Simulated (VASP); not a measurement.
**Run report: TiN, geometry relaxation (part 2 of 2)**

Continued. System: TiN (Fm-3m, 2 atoms in the cell). Method: Kohn-Sham DFT of a periodic cell, RPBE, VASP PAW PBE potentials, recommended, no spin polarisation (VASP 6.6.1); cutoff 600 eV, 16×16×16 k-mesh, methfessel-paxton of 0.1 eV. The structure derives from an entry of the Crystallography Open Database.

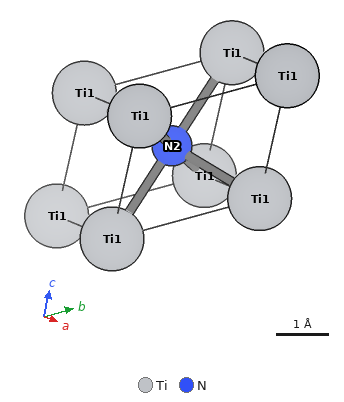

Figure 1. The geometry at step 1 of the log (ball-and-stick view of the cell of the calculation, seen slightly off an axis; atoms are numbered from 1 in the order of the input).

Parts of OUTCAR, continued:
```
  volume of cell :       19.03
 maximum number of plane-waves:       652
   NGX = 11   NGY = 11   NGZ = 11

--------------------------------------- Ionic step        1  -------------------------------------------

 number of electron      17.0000002 magnetization

 Free energy of the ion-electron system (eV)
  ---------------------------------------------------
  ext. energy  EPLUGINS =         0.00000000
  ---------------------------------------------------
  free energy    TOTEN  =       -18.66309108 eV

  energy without entropy =      -18.66175708  energy(sigma->0) =      -18.66264641

------------------------ aborting loop because EDIFF is reached ----------------------------------------

  FORCE on cell =-STRESS in cart. coord.  units (eV):
  Direction    XX          YY          ZZ          XY          YZ          ZX
  --------------------------------------------------------------------------------------
  -------------------------------------------------------------------------------------
  Total        0.8778017      0.8778017      0.8778017     -0.0000000     -0.0000000      0.0000000
  in kB       73.9067553     73.9067553     73.9067553     -0.0000000     -0.0000000      0.0000000
  external PRESSURE =      73.9067553 kB  Pullay stress =       0.0000000 kB

 VOLUME and BASIS-vectors are now :
 -----------------------------------------------------------------------------
  energy-cutoff  :      600.00
  volume of cell :       19.03
      direct lattice vectors                 reciprocal lattice vectors
     0.000000000  2.119000000  2.119000000    -0.235960359  0.235960359  0.235960359
     2.119000000  0.000000000  2.119000000     0.235960359 -0.235960359  0.235960359
     2.119000000  2.119000000  0.000000000     0.235960359  0.235960359 -0.235960359

 POSITION                                       TOTAL-FORCE (eV/Angst)
 -----------------------------------------------------------------------------------
      0.00000      0.00000      0.00000         0.000000      0.000000      0.000000
      2.11900      2.11900      2.11900         0.000000     -0.000000      0.000000
 -----------------------------------------------------------------------------------
    total drift:                                0.000000     -0.000000     -0.000000

  FREE ENERGIE OF THE ION-ELECTRON SYSTEM (eV)
  ---------------------------------------------------
  free  energy   TOTEN  =       -18.6630910805 eV

  energy  without entropy=      -18.6617570833  energy(sigma->0) =      -18.66264641

--------------------------------------- Ionic step        2  -------------------------------------------

 number of electron      16.9999999 magnetization

------------------------ aborting loop because EDIFF is reached ----------------------------------------

  FORCE on cell =-STRESS in cart. coord.  units (eV):
  Direction    XX          YY          ZZ          XY          YZ          ZX
  --------------------------------------------------------------------------------------
  -------------------------------------------------------------------------------------
  Total       -1.0839903     -1.0839903     -1.0839903      0.0000000     -0.0000000      0.0000000
  in kB      -85.7065882    -85.7065882    -85.7065882      0.0000000     -0.0000000      0.0000000
  external PRESSURE =     -85.7065882 kB  Pullay stress =       0.0000000 kB

 VOLUME and BASIS-vectors are now :
 -----------------------------------------------------------------------------
  energy-cutoff  :      600.00
  volume of cell :       20.26
      direct lattice vectors                 reciprocal lattice vectors
    -0.000000000  2.163867159  2.163867159    -0.231067789  0.231067789  0.231067789
     2.163867159 -0.000000000  2.163867159     0.231067789 -0.231067789  0.231067789
     2.163867159  2.163867159 -0.000000000     0.231067789  0.231067789 -0.231067789

 POSITION                                       TOTAL-FORCE (eV/Angst)
 -----------------------------------------------------------------------------------
      2.16387     -0.00000      2.16387        -0.000000     -0.000000     -0.000000
      2.16387      2.16387      2.16387         0.000000      0.000000      0.000000
 -----------------------------------------------------------------------------------
    total drift:                                0.000000     -0.000000      0.000000

  FREE ENERGIE OF THE ION-ELECTRON SYSTEM (eV)
  ---------------------------------------------------
  free  energy   TOTEN  =       -18.6549995246 eV

  energy  without entropy=      -18.6537693116  energy(sigma->0) =      -18.65458945

--------------------------------------- Ionic step        3  -------------------------------------------

 number of electron      17.0000003 magnetization

 Free energy of the ion-electron system (eV)
  ---------------------------------------------------
  ext. energy  EPLUGINS =         0.00000000
  ---------------------------------------------------
  free energy    TOTEN  =       -18.67486519 eV

  energy without entropy =      -18.67357339  energy(sigma->0) =      -18.67443459

 E-fermi :  11.2652     XC(G=0): -12.7652     alpha+bet :-18.8104

 val. band max:       11.2627867246   @ k =   0.4375   0.1875   0.0625
 cond. band min:      11.2662078474   @ k =   0.3750   0.1250   0.0000
 fundamental gap:      0.0034211228
 Fermi energy:        11.2651969412

 k-point     1 :       0.0000    0.0000    0.0000
  band No.  band energies     occupation
      1     -46.8066      2.00000
      2     -22.7348      2.00000
      3     -22.7348      2.00000
      4     -22.7348      2.00000
      5      -5.7897      2.00000
      6       9.2249      2.00000
      7       9.2249      2.00000
      8       9.2249      2.00000
      9      10.6656      2.00000
     10      10.6656      2.00000
     11      10.6656      2.00000
     12      11.8056     -0.00000

 k-point     2 :       0.0625    0.0000    0.0000
  band No.  band energies     occupation
      1     -46.8034      2.00000
      2     -22.7580      2.00000
      3     -22.7368      2.00000
      4     -22.7368      2.00000
      5      -5.7171      2.00000
      6       8.7883      2.00000
      7       8.9049      2.00000
      8       8.9049      2.00000
      9      10.7765      2.00000
     10      10.7765      2.00000
     11      10.8835      2.00000
     12      12.1374     -0.00000

 k-point     3 :       0.1250    0.0000    0.0000
  band No.  band energies     occupation
      1     -46.7942      2.00000
      2     -22.8235      2.00000
      3     -22.7424      2.00000
      4     -22.7424      2.00000
      5      -5.5062      2.00000
      6       7.8804      2.00000
      7       8.2695      2.00000
      8       8.2695      2.00000
      9      11.0090      2.00175
     10      11.0090      2.00175
     11      11.2268      1.59999
     12      12.8968     -0.00000

 k-point     4 :       0.1875    0.0000    0.0000
  band No.  band energies     occupation
      1     -46.7804      2.00000
      2     -22.9202      2.00000
      3     -22.7508      2.00000
      4     -22.7508      2.00000
      5      -5.1776      2.00000
      6       6.8333      2.00000
      7       7.6087      2.00000
      8       7.6087      2.00000
      9      11.3267      0.14667
     10      11.3267      0.14666
     11      11.5587     -0.00027
     12      13.7952      0.00000

 k-point     5 :       0.2500    0.0000    0.0000
  band No.  band energies     occupation
      1     -46.7641      2.00000
      2     -23.0323      2.00000
      3     -22.7606      2.00000
      4     -22.7606      2.00000
      5      -4.7643      2.00000
      6       5.7858      2.00000
      7       7.0183      2.00000
      8       7.0184      2.00000
      9      11.7122     -0.00000
     10      11.7122     -0.00000
     11      11.9222     -0.00000
     12      14.6948      0.00000

 [... the levels of 18 k-points are left out ...]

 k-point    24 :      -0.0625    0.0625    0.0000
  band No.  band energies     occupation
      1     -46.7982      2.00000
      2     -22.7902      2.00000
      3     -22.7492      2.00000
      4     -22.7359      2.00000
      5      -5.5997      2.00000
      6       8.1777      2.00000
      7       8.4137      2.00000
      8       8.7191      2.00000
      9      10.7780      2.00000
     10      11.0496      2.00935
     11      11.1588      2.06105
     12      12.2210     -0.00000

 [... further k-points ...]

------------------------ aborting loop because EDIFF is reached ----------------------------------------

  FORCE on cell =-STRESS in cart. coord.  units (eV):
  Direction    XX          YY          ZZ          XY          YZ          ZX
  --------------------------------------------------------------------------------------
  -------------------------------------------------------------------------------------
  Total       -0.0021740     -0.0021740     -0.0021740      0.0000000      0.0000000     -0.0000000
  in kB       -0.1781365     -0.1781365     -0.1781365      0.0000000      0.0000000     -0.0000000
  external PRESSURE =      -0.1781365 kB  Pullay stress =       0.0000000 kB

 VOLUME and BASIS-vectors are now :
 -----------------------------------------------------------------------------
  energy-cutoff  :      600.00
  volume of cell :       19.55
      direct lattice vectors                 reciprocal lattice vectors
    -0.000000000  2.138259187  2.138259187    -0.233835076  0.233835076  0.233835076
     2.138259187 -0.000000000  2.138259187     0.233835076 -0.233835076  0.233835076
     2.138259187  2.138259187 -0.000000000     0.233835076  0.233835076 -0.233835076

 POSITION                                       TOTAL-FORCE (eV/Angst)
 -----------------------------------------------------------------------------------
      0.00000      0.00000      0.00000         0.000000      0.000000      0.000000
      2.13826      2.13826      2.13826        -0.000000      0.000000     -0.000000
 -----------------------------------------------------------------------------------
    total drift:                                0.000000     -0.000000     -0.000000

  FREE ENERGIE OF THE ION-ELECTRON SYSTEM (eV)
  ---------------------------------------------------
  free  energy   TOTEN  =       -18.6748651862 eV

  energy  without entropy=      -18.6735733950  energy(sigma->0) =      -18.67443459

 reached required accuracy - stopping structural energy minimisation
```

CONTCAR:
```
TiN
   1.00000000000000
    -0.0000000000000000    2.1382591869780652    2.1382591869780652
     2.1382591869780652   -0.0000000000000000    2.1382591869780652
     2.1382591869780652    2.1382591869780652   -0.0000000000000000
  Ti              N
     1     1
Direct
     0.0000000000000000    0.0000000000000000    0.0000000000000000
     0.5000000000000000    0.5000000000000000    0.5000000000000000

  0.00000000E+00  0.00000000E+00  0.00000000E+00
  0.00000000E+00  0.00000000E+00  0.00000000E+00
```

Trajectory as extended XYZ (Å, eV, eV/Å), 3 frames, from step=0 to step=2:
```
2
Lattice="0.0000 2.1190 2.1190 2.1190 0.0000 2.1190 2.1190 2.1190 0.0000" Properties=species:S:1:pos:R:3:forces:R:3 step=0 energy=-18.66309
Ti    0.0000    0.0000    0.0000    0.0000   0.0000   0.0000
N     2.1190    2.1190    2.1190    0.0000   0.0000   0.0000
2
Lattice="-0.0000 2.1639 2.1639 2.1639 -0.0000 2.1639 2.1639 2.1639 -0.0000" Properties=species:S:1:pos:R:3:forces:R:3 step=1 energy=-18.65500
Ti    2.1639    0.0000    2.1639    0.0000   0.0000   0.0000
N     2.1639    2.1639    2.1639    0.0000   0.0000   0.0000
2
Lattice="-0.0000 2.1383 2.1383 2.1383 -0.0000 2.1383 2.1383 2.1383 -0.0000" Properties=species:S:1:pos:R:3:forces:R:3 step=2 energy=-18.67487
Ti    0.0000    0.0000    0.0000    0.0000   0.0000   0.0000
N     2.1383    2.1383    2.1383    0.0000   0.0000   0.0000
```

This output came from the following input.

INCAR:
```
ALGO = Normal ; EDIFF = 1E-6
EDIFFG = -0.01 ; ENCUT = 600
GGA = RP ; IBRION = 2
ISIF = 3 ; ISMEAR = 1
LASPH = T ; LCHARG = F
LREAL = F ; LWAVE = F
NELM = 80 ; NSW = 90
PREC = Accurate ; SIGMA = 0.1
```

KPOINTS:
```
k-points
0
Gamma
  16 16 16
```

POSCAR:
```
TiN
1.0
    0.0000000000      2.1190000000      2.1190000000
    2.1190000000      0.0000000000      2.1190000000
    2.1190000000      2.1190000000      0.0000000000
Ti N
1 1
Direct
    0.0000000000      0.0000000000      0.0000000000
    0.5000000000      0.5000000000      0.5000000000
```

Run as:
```bash
cat potpaw_PBE.64/Ti_sv/POTCAR potpaw_PBE.64/N/POTCAR > POTCAR
mpirun -np 1 vasp_std > vasp.out
```

Key numbers:

```csv
quantity,value
outcome,converged
space group (tolerance 0.01 Å),Fm-3m (225)
electrons treated,17
free energy,−18.6749 eV
Fermi energy,11.265 eV
gap on the k-point mesh,none (metallic)
pressure,−0.02 GPa
final volume,19.55 Å³
largest force (length of the vector) at the end,under 0.001 eV/Å
final cell,"a = 3.024 Å, b = 3.024 Å, c = 3.024 Å, α = 60.00°, β = 60.00°, γ = 60.00°"
hardware,"1 thread of Intel Xeon @ 2.90GHz (Ice Lake), 64 GiB of memory available, shared host"
wall time,95 s
peak memory,0.17 GiB
```

Notes:

The cell holds an odd number of electrons but the run has no spin polarisation, so it comes out as a metal.
